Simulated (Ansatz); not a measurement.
# Run report: ScAlN2, geometry relaxation (part 3 of 3)

Continued. System: ScAlN2 (8 atoms in the cell). Method: DFT PBEsol, scalar-relativistic, plane waves, PAW, no spin polarisation (Ansatz 0.2.0); cutoff 420 eV, 10×10×10 k-mesh, Gaussian smearing of 0.02 eV. The structure derives from a Materials Project entry.

Geometry of the input (Å; fractional positions):
```
-2.1995  2.1995  4.1986
2.1995  -2.1995  4.1986
2.1995  2.1995  -4.1986
Sc 0.7500  0.2500  0.5000
Sc 0.0000  0.0000  0.0000
Al 0.2500  0.7500  0.5000
Al 0.5000  0.5000  0.0000
N  0.4875  0.9875  0.5000
N  0.2625  0.2625  0.0000
N  0.0125  0.5125  0.5000
N  0.7375  0.7375  -0.0000
```

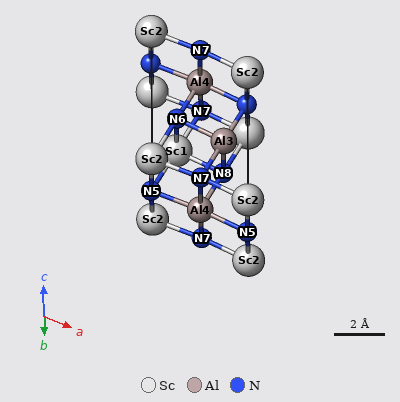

Figure 1. The geometry at step 5 of the log (ball-and-stick view of the reduced cell, seen at an oblique angle; atoms are numbered from 1 in the order of the input).

**Output, continued**
```
SCF iter   1: F=—  HF=-6798.451798 eV  |F-HF|=—  |Δ(HF+E_count)|=         —  Δρ=4.01e-6  dr2=2.90e-9  ethr=5.70e-9  ⟨swp⟩=3.5  Hψ=24006  notcnv=0
preconditioner: auto → none  [insulator: Δε(μ)=0.864 eV  Ē_g=15.845 eV  σ=0.020 eV  W_gap=1.00  n_scr=14 (ndim 8)  ℏωp=27.7 eV  f_vac=0.000  D(μ)=0.00/eV (n_scr^D=0)  ε∞_Penn≈4.1]
SCF iter   2: F=—  HF=-6798.451730 eV  |F-HF|=—  |Δ(HF+E_count)|=   6.82e-5  Δρ=1.94e-6  dr2=1.05e-9  ethr=6.05e-12  ⟨swp⟩=3.0  Hψ=6209  notcnv=0
SCF iter   3: F=—  HF=-6798.451730 eV  |F-HF|=—  |Δ(HF+E_count)|=  2.56e-10  Δρ=1.09e-6  dr2=1.82e-10  ethr=2.18e-12  ⟨swp⟩=2.1  Hψ=4161  notcnv=0
iter 4 did not close the SCF: its close was put off for the readings that it lacked (scf_convergence_deferred on its scf_iter line)
SCF iter   4: F=-6798.451730 eV  HF=-6798.451730 eV  |F-HF|=1.82e-12  |Δ(HF+E_count)|=  2.43e-10  Δρ=1.18e-7  dr2=7.34e-12  ethr=1.00e-12  ⟨swp⟩=2.0  Hψ=4900  notcnv=0
iter 5 did not close the SCF: its close was put off for the readings that it lacked (scf_convergence_deferred on its scf_iter line)
SCF iter   5: F=-6798.451730 eV  HF=-6798.451730 eV  |F-HF|=1.82e-12  |Δ(HF+E_count)|=  9.09e-13  Δρ=4.95e-8  dr2=1.32e-12  ethr=1.00e-12  ⟨swp⟩=1.0  Hψ=3264  notcnv=0
iter 6 did not close the SCF: its close was put off for the readings that it lacked (scf_convergence_deferred on its scf_iter line)
SCF iter   6: F=-6798.451730 eV  HF=-6798.451730 eV  |F-HF|=9.09e-13  |Δ(HF+E_count)|=  1.82e-12  Δρ=2.09e-8  dr2=2.70e-13  ethr=1.00e-12  ⟨swp⟩=1.0  Hψ=3264  notcnv=0
iter 7 did not close the SCF: its close was put off for the readings that it lacked (scf_convergence_deferred on its scf_iter line)
SCF iter   7: F=-6798.451730 eV  HF=-6798.451730 eV  |F-HF|=2.73e-12  |Δ(HF+E_count)|=  9.09e-13  Δρ=7.75e-9  dr2=2.58e-14  ethr=1.00e-12  ⟨swp⟩=1.0  Hψ=3264  notcnv=0
SCF iter   8: F=-6798.451730 eV  HF=-6798.451730 eV  |F-HF|=0.00e0  |Δ(HF+E_count)|=  9.09e-13  Δρ=2.18e-9  dr2=2.78e-15  ethr=1.00e-12  ⟨swp⟩=2.6  Hψ=8677  notcnv=0
SCF 10 converged in 8 iterations: F = -6798.451730 eV  dr2 = 2.78e-15
relax step  10: F+E_penalty+E_count = -6798.45172999 eV  Δ(F+E_penalty+E_count) = +1.488e-4 eV  max|allowed force component| = 1.141e-5 eV/Å  Δτ_max = 0.0000 Å  P = -0.002 GPa  Ω = 78.957 Å³  stress off target by 2.34e-3 GPa  SCF on the basis re-selected at this cell (its energy is not comparable with the rows above)  (8 SCF iters)
basis re-selected at this cell: Δ(F+E_penalty+E_count) = +1.488e-4 eV, ΔP = -0.002 GPa vs the last step (what re-selecting the basis moved, of the pressure what is left beyond the Pulay correction that the steps carried, after the strain that the cell walked since its last selection, with what the two solves' SCF thresholds leave and, on support functions, any second-order correction that the steps lacked; it is no measure of the basis error at this ecutwfc). This SCF's stress stands 2.34e-3 GPa from its target on what of the cell is left free (relax.cell.stress_tol is 5.00e-2 GPa) and its largest allowed force component is 1.14e-5 eV/Å (relax.f_tol is 5.00e-3 eV/Å): within both
SCF converged after 8 iterations
Free energy (F): -6798.451730 eV
Harris-Foulkes:  -6798.451730 eV  (|F-HF|=0.00e0)
Internal energy: -6798.451730 eV  (E = F + TS)
E sigma→0 (E₀):  -6798.451730 eV
Fermi energy:    12.418686 eV
--- Per-component energies (eV) ---
  E_band       = -118.767598
  E_kinetic    = 1111.777197
  E_local      = -2184.837377  (includes V_loc(G=0)·N_el)
  E_nonlocal   = 361.119458
  E_hartree    = 769.802459
  E_xc         = -534.466123
  E_vxc        = -634.200479  (∫ρ·V_xc dr)
  E_paw        = -3261.066655  (= ΣΔE_a)
  E_vpaw       = -312.231706  (= ΣTr[D̂ρ^β])
  E_aug_tail   = 0.000388  (compensation charges beyond the density's cutoff)
  E_ewald      = -3061.189801
  E_core_change = 0.408723  (= ΣΔE_core)
  E_smearing   = -0.000000  (= −TS)
  E_closure    = -0.000000  (closes the sum)
  Σ components = -6798.451730   (vs F -6798.451730, Δ=0.00e0)
--- Forces (eV/Å), atoms counted from 1 ---
  atom   1  Sc    -0.00000000    -0.00000000     0.00000000
  atom   2  Sc    -0.00000000     0.00000000     0.00000000
  atom   3  Al     0.00000000     0.00000000     0.00000000
  atom   4  Al    -0.00000000    -0.00000000     0.00000000
  atom   5  N     -0.00000000     0.00000000     0.00001141
  atom   6  N     -0.00000000    -0.00000000    -0.00001141
  atom   7  N      0.00000000    -0.00000000    -0.00001141
  atom   8  N      0.00000000     0.00000000     0.00001141
  max |Σ_I F_I| component: 6.07e-18 eV/Å
--- Stress (GPa, compression-positive) ---
       -0.002335      -0.000000      -0.000000
       -0.000000      -0.002335      -0.000000
        0.000000       0.000000      -0.001923
  P = ⅓ Tr σ = -0.0022 GPa (-0.022 kbar)
--- Band table (eV; the first three rows and the last of 102) ---
  k-point 0: bands = ["-35.7913", "-35.6679", "-14.8476", "-14.6779", "-14.6779", "-14.5027", "-14.5027", "-14.4294", "-3.6766", "-1.1335", "-1.0469", "-0.8984", "7.1467", "7.2471", "7.2471", "7.8693", "7.8693", "7.9291", "8.7204", "10.8001", "10.8001", "11.5709", "11.9866", "11.9866", "12.9431", "14.8857", "14.8857", "15.8865", "15.9740", "16.2606", "16.9038", "16.9038"]
  k-point 1: bands = ["-35.7882", "-35.6708", "-14.8543", "-14.7024", "-14.6778", "-14.5141", "-14.4942", "-14.4149", "-3.5483", "-1.1242", "-1.0072", "-0.9069", "6.5190", "7.2058", "7.3079", "7.4522", "8.0129", "8.5382", "9.1359", "10.3286", "10.6212", "11.3912", "11.4356", "11.7484", "13.4657", "14.9042", "14.9683", "15.9726", "16.2530", "16.4726", "16.7553", "17.0230"]
  k-point 2: bands = ["-35.7790", "-35.6793", "-14.8711", "-14.7569", "-14.6766", "-14.5438", "-14.4712", "-14.3880", "-3.1842", "-1.0977", "-0.9266", "-0.9224", "5.6265", "6.4834", "7.3874", "8.0328", "8.3869", "9.0612", "9.4984", "9.5217", "10.1955", "10.3729", "10.9008", "11.2614", "14.4699", "15.0849", "15.2087", "16.1290", "16.7445", "16.8436", "17.0434", "17.4382"]
  k-point 101: bands = ["-35.7299", "-35.7299", "-14.7434", "-14.7434", "-14.6496", "-14.6496", "-14.4364", "-14.4364", "-2.4542", "-2.4542", "-1.0819", "-1.0819", "6.5254", "6.5254", "7.8643", "7.8643", "9.8709", "9.8709", "9.8831", "9.8831", "11.0524", "11.0524", "11.1491", "11.1491", "12.8508", "12.8508", "14.2323", "14.2323", "16.2670", "16.2670", "17.3076", "17.3076"]
--- Relaxed structure (8 steps of the walk, 7 accepted, 2 SCFs on fresh bases) ---
  F+E_penalty+E_count = -6798.45172999 eV   max|allowed force component| = 1.141e-5 eV/Å   (the final SCF, on the basis selected at the relaxed cell)
  cell:  # Å, volume = 78.9569 Å³
    - [-2.174847594917884, 2.174847594917884, 4.173232635569553]
    - [2.174847594917884, -2.174847594917884, 4.173232635569553]
    - [2.174847594917884, 2.174847594917884, -4.173232635569553]
  atoms:
    - { symbol: Sc, position: [0.7499999999999999, 0.24999999999999997, 0.49999999999999994] }
    - { symbol: Sc, position: [2.4158451871335066e-20, 2.4158451871334982e-20, -4.919261859665151e-35] }
    - { symbol: Al, position: [0.24999999999999997, 0.7499999999999999, 0.49999999999999994] }
    - { symbol: Al, position: [0.49999999999999994, 0.49999999999999994, 3.352658201088336e-35] }
    - { symbol: N, position: [0.4885064508894257, 0.9885064508894257, 0.4999999999999999] }
    - { symbol: N, position: [0.26149354911057426, 0.26149354911057426, -9.19390812855779e-35] }
    - { symbol: N, position: [0.011493549110574255, 0.5114935491105742, 0.49999999999999994] }
    - { symbol: N, position: [0.7385064508894257, 0.7385064508894257, -1.5572934999056555e-34] }
```

**Trajectory as extended XYZ (Å, eV, eV/Å), 10 frames, from step=1 to step=10**
```
8
Lattice="-2.1995 2.1995 4.1986 2.1995 -2.1995 4.1986 2.1995 2.1995 -4.1986" Properties=species:S:1:pos:R:3:forces:R:3 step=1 energy=-6798.40560 pressure_GPa=-6.01
Sc    0.0000    2.1995    2.0993    0.0000   0.0000   0.0000
Sc    0.0000    0.0000    0.0000    0.0000   0.0000   0.0000
Al    2.1995    0.0000    2.0993    0.0000   0.0000   0.0000
Al    0.0000    0.0000    4.1986    0.0000   0.0000   0.0000
N     2.1995    0.0000    4.0938    0.0000   0.0000   0.1235
N     0.0000    0.0000    2.2042    0.0000   0.0000  -0.1235
N     2.1995    0.0000    0.1048    0.0000   0.0000  -0.1235
N     0.0000    0.0000    6.1931    0.0000   0.0000   0.1235
8
Lattice="-2.1820 2.1820 4.1699 2.1820 -2.1820 4.1699 2.1820 2.1820 -4.1699" Properties=species:S:1:pos:R:3:forces:R:3 step=2 energy=-6798.45435 pressure_GPa=-1.08
Sc    0.0000    2.1820    2.0850    0.0000   0.0000   0.0000
Sc    0.0000    0.0000    0.0000    0.0000   0.0000   0.0000
Al    2.1820    0.0000    2.0850    0.0000   0.0000   0.0000
Al    0.0000    0.0000    4.1699    0.0000   0.0000   0.0000
N     2.1820    0.0000    4.0731    0.0000   0.0000   0.0082
N     0.0000    0.0000    2.1818    0.0000   0.0000  -0.0082
N     2.1820    0.0000    0.0968    0.0000   0.0000  -0.0082
N     0.0000    0.0000    6.1581    0.0000   0.0000   0.0082
8
Lattice="-2.1767 2.1767 4.1679 2.1767 -2.1767 4.1679 2.1767 2.1767 -4.1679" Properties=species:S:1:pos:R:3:forces:R:3 step=3 energy=-6798.45746 pressure_GPa=0.09
Sc    0.0000    2.1767    2.0840    0.0000   0.0000   0.0000
Sc    0.0000    0.0000    0.0000    0.0000   0.0000   0.0000
Al    2.1767    0.0000    2.0840    0.0000   0.0000   0.0000
Al    0.0000    0.0000    4.1679    0.0000   0.0000   0.0000
N     2.1767    0.0000    4.0716    0.0000   0.0000   0.0053
N     0.0000    0.0000    2.1803    0.0000   0.0000  -0.0053
N     2.1767    0.0000    0.0963    0.0000   0.0000  -0.0053
N     0.0000    0.0000    6.1556    0.0000   0.0000   0.0053
8
Lattice="-2.1760 2.1760 4.1704 2.1760 -2.1760 4.1704 2.1760 2.1760 -4.1704" Properties=species:S:1:pos:R:3:forces:R:3 step=4 energy=-6798.45761 pressure_GPa=0.08
Sc    0.0000    2.1760    2.0852    0.0000   0.0000   0.0000
Sc    0.0000    0.0000    0.0000    0.0000   0.0000   0.0000
Al    2.1760    0.0000    2.0852    0.0000   0.0000   0.0000
Al    0.0000    0.0000    4.1704    0.0000   0.0000   0.0000
N     2.1760    0.0000    4.0740    0.0000   0.0000   0.0070
N     0.0000    0.0000    2.1816    0.0000   0.0000  -0.0070
N     2.1760    0.0000    0.0964    0.0000   0.0000  -0.0070
N     0.0000    0.0000    6.1592    0.0000   0.0000   0.0070
8
Lattice="-2.1755 2.1755 4.1732 2.1755 -2.1755 4.1732 2.1755 2.1755 -4.1732" Properties=species:S:1:pos:R:3:forces:R:3 step=5 energy=-6798.45756 pressure_GPa=0.00 accepted=F
Sc    0.0000    2.1755    2.0866    0.0000   0.0000   0.0000
Sc    0.0000    0.0000    0.0000    0.0000   0.0000   0.0000
Al    2.1755    0.0000    2.0866    0.0000   0.0000   0.0000
Al    0.0000    0.0000    4.1732    0.0000   0.0000   0.0000
N     2.1755    0.0000    4.0786    0.0000   0.0000  -0.0232
N     0.0000    0.0000    2.1812    0.0000   0.0000   0.0232
N     2.1755    0.0000    0.0946    0.0000   0.0000   0.0232
N     0.0000    0.0000    6.1651    0.0000   0.0000  -0.0232
8
Lattice="-2.1757 2.1757 4.1718 2.1757 -2.1757 4.1718 2.1757 2.1757 -4.1718" Properties=species:S:1:pos:R:3:forces:R:3 step=6 energy=-6798.45763 pressure_GPa=0.04
Sc    0.0000    2.1757    2.0859    0.0000   0.0000   0.0000
Sc    0.0000    0.0000    0.0000    0.0000   0.0000   0.0000
Al    2.1757    0.0000    2.0859    0.0000   0.0000   0.0000
Al    0.0000    0.0000    4.1718    0.0000   0.0000   0.0000
N     2.1757    0.0000    4.0756    0.0000   0.0000   0.0038
N     0.0000    0.0000    2.1821    0.0000   0.0000  -0.0038
N     2.1757    0.0000    0.0962    0.0000   0.0000  -0.0038
N     0.0000    0.0000    6.1615    0.0000   0.0000   0.0038
8
Lattice="-2.1754 2.1754 4.1735 2.1754 -2.1754 4.1735 2.1754 2.1754 -4.1735" Properties=species:S:1:pos:R:3:forces:R:3 step=7 energy=-6798.45762 pressure_GPa=0.00
Sc    0.0000    2.1754    2.0867    0.0000   0.0000   0.0000
Sc    0.0000    0.0000    0.0000    0.0000   0.0000   0.0000
Al    2.1754    0.0000    2.0867    0.0000   0.0000   0.0000
Al    0.0000    0.0000    4.1735    0.0000   0.0000   0.0000
N     2.1754    0.0000    4.0775    0.0000   0.0000   0.0000
N     0.0000    0.0000    2.1827    0.0000   0.0000   0.0000
N     2.1754    0.0000    0.0960    0.0000   0.0000   0.0000
N     0.0000    0.0000    6.1642    0.0000   0.0000   0.0000
8
Lattice="-2.1754 2.1754 4.1735 2.1754 -2.1754 4.1735 2.1754 2.1754 -4.1735" Properties=species:S:1:pos:R:3:forces:R:3 step=8 energy=-6798.45173 pressure_GPa=-0.12
Sc    0.0000    2.1754    2.0867    0.0000   0.0000   0.0000
Sc    0.0000    0.0000    0.0000    0.0000   0.0000   0.0000
Al    2.1754    0.0000    2.0867    0.0000   0.0000   0.0000
Al    0.0000    0.0000    4.1735    0.0000   0.0000   0.0000
N     2.1754    0.0000    4.0775    0.0000   0.0000  -0.0002
N     0.0000    0.0000    2.1827    0.0000   0.0000   0.0002
N     2.1754    0.0000    0.0960    0.0000   0.0000   0.0002
N     0.0000    0.0000    6.1642    0.0000   0.0000  -0.0002
8
Lattice="-2.1748 2.1748 4.1732 2.1748 -2.1748 4.1732 2.1748 2.1748 -4.1732" Properties=species:S:1:pos:R:3:forces:R:3 step=9 energy=-6798.45188 pressure_GPa=-0.00
Sc    0.0000    2.1748    2.0866    0.0000   0.0000   0.0000
Sc    0.0000    0.0000    0.0000    0.0000   0.0000   0.0000
Al    2.1748    0.0000    2.0866    0.0000   0.0000   0.0000
Al    0.0000    0.0000    4.1732    0.0000   0.0000   0.0000
N     2.1748    0.0000    4.0773    0.0000   0.0000   0.0000
N     0.0000    0.0000    2.1825    0.0000   0.0000   0.0000
N     2.1748    0.0000    0.0959    0.0000   0.0000   0.0000
N     0.0000    0.0000    6.1639    0.0000   0.0000   0.0000
8
Lattice="-2.1748 2.1748 4.1732 2.1748 -2.1748 4.1732 2.1748 2.1748 -4.1732" Properties=species:S:1:pos:R:3:forces:R:3 step=10 energy=-6798.45173 pressure_GPa=-0.00
Sc    0.0000    2.1748    2.0866    0.0000   0.0000   0.0000
Sc    0.0000    0.0000    0.0000    0.0000   0.0000   0.0000
Al    2.1748    0.0000    2.0866    0.0000   0.0000   0.0000
Al    0.0000    0.0000    4.1732    0.0000   0.0000   0.0000
N     2.1748    0.0000    4.0773    0.0000   0.0000   0.0000
N     0.0000    0.0000    2.1825    0.0000   0.0000   0.0000
N     2.1748    0.0000    0.0959    0.0000   0.0000   0.0000
N     0.0000    0.0000    6.1639    0.0000   0.0000   0.0000
```

**Key numbers**

| quantity | value |
| --- | --- |
| outcome | converged |
| space group (tolerance 0.01 Å) | I4₁/amd (141) |
| electrons treated | 48 |
| free energy | −6798.4517 eV |
| Fermi energy | 12.419 eV |
| gap on the k-point mesh | 0.86 eV |
| pressure | 0.00 GPa |
| final volume | 78.96 Å³ |
| largest force (length of the vector) at the end | under 0.001 eV/Å |
| final cell | a = 5.184 Å, b = 5.184 Å, c = 5.184 Å, α = 130.39°, β = 130.39°, γ = 72.78° |
| hardware | 2 threads of Intel Xeon @ 2.50GHz (Skylake/Cascade Lake), 189 GiB of memory available, shared host |
| wall time | 3.8 min (CPU time 7.3 min) |
| peak memory | 0.57 GiB |
